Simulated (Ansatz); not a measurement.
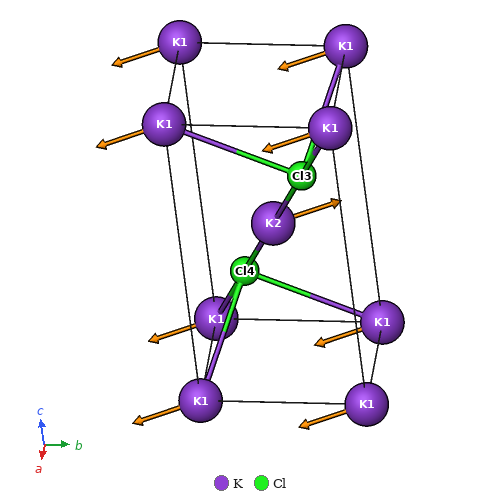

The system is KCl (Fm-3m, No. 225; 4 atoms in the cell); the picture shows the reference structure; orange arrows give the pattern of the mode. 
- The energy is mapped over a normal mode and a strain (zone-centre modes of the 4-atom cell of this scan, which folds in the wave vector (0, 0, 1/2) of the primitive cell) (x, y and z along the cube axes).
- First axis: amplitude of mode 4 (92 cm⁻¹), largest displacement in the unstrained cell. Second axis: strain +e along z and -e/2 along x and y.
- Nothing is relaxed (the pattern is fixed in fractional coordinates).
- The scan uses a 7 × 7 grid; 28 points were computed and 21 follow by symmetry.
- Points are written as (first, second).
- Energies are in meV per cell, from the lowest grid point.
- Theory: DFT PBE, scalar-relativistic, plane waves, PAW (Ansatz). Settings: cutoff 420 eV, k-mesh 6×6×6, gaussian smearing 0.05 eV, no spin polarisation.

Its coordinates:

```
CELL_PARAMETERS angstrom
0.00000 -3.18978 -3.18978
-3.18978 0.00000 -3.18978
3.18978 3.18978 -6.37957
ATOMIC_POSITIONS crystal
K 0.00000 0.00000 0.00000
K 0.50000 0.50000 0.50000
Cl 0.75000 0.75000 0.75000
Cl 0.25000 0.25000 0.25000
```

Range: amplitude of mode 4 (92 cm⁻¹), largest displacement in the unstrained cell from −0.497 to 0.497 Å; strain +e along z and -e/2 along x and y from −7.00 to 7.00 %.

What will the energy surface look like?

Answer. The lowest grid point is at (0.000 Å, 0.00 %). No other kind of well shows on this grid. The highest grid point, (−0.497 Å, 7.00 %), lies 546 meV above the lowest. The gap on the k-mesh is 5.0 eV at the lowest point and runs from 5.0 to 5.1 eV over the map.

| second ↓, first → | −0.497 | −0.331 | −0.166 | 0.000 | 0.166 | 0.331 | 0.497 |
| --- | --- | --- | --- | --- | --- | --- | --- |
| 7.00 | 546 | 279 | 127 | 78 | 127 | 279 | 546 |
| 4.67 | 452 | 214 | 79 | 36 | 79 | 214 | 452 |
| 2.33 | 378 | 166 | 48 | 9 | 48 | 166 | 378 |
| 0.00 | 324 | 138 | 34 | 0 | 34 | 138 | 324 |
| −2.33 | 293 | 130 | 40 | 11 | 40 | 130 | 293 |
| −4.67 | 286 | 147 | 70 | 46 | 70 | 147 | 286 |
| −7.00 | 310 | 195 | 132 | 112 | 132 | 195 | 310 |

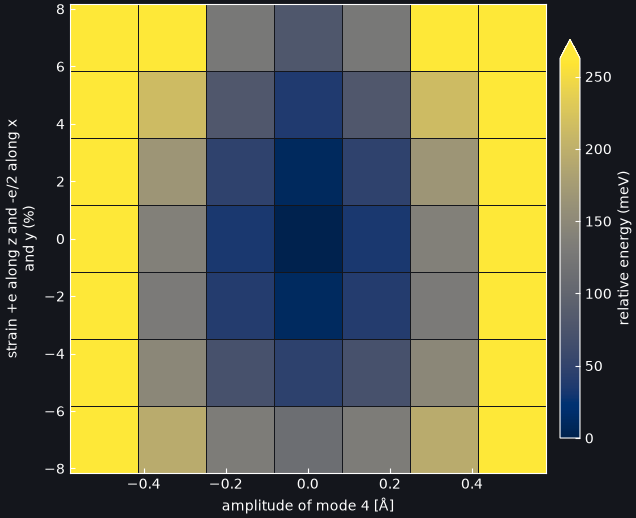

Drawn: one coloured cell a grid point, one colour for all values above the top of the scale.

Time for the 28 points that were run: 13 min on 1 thread of Arm Neoverse N1, on a shared host.
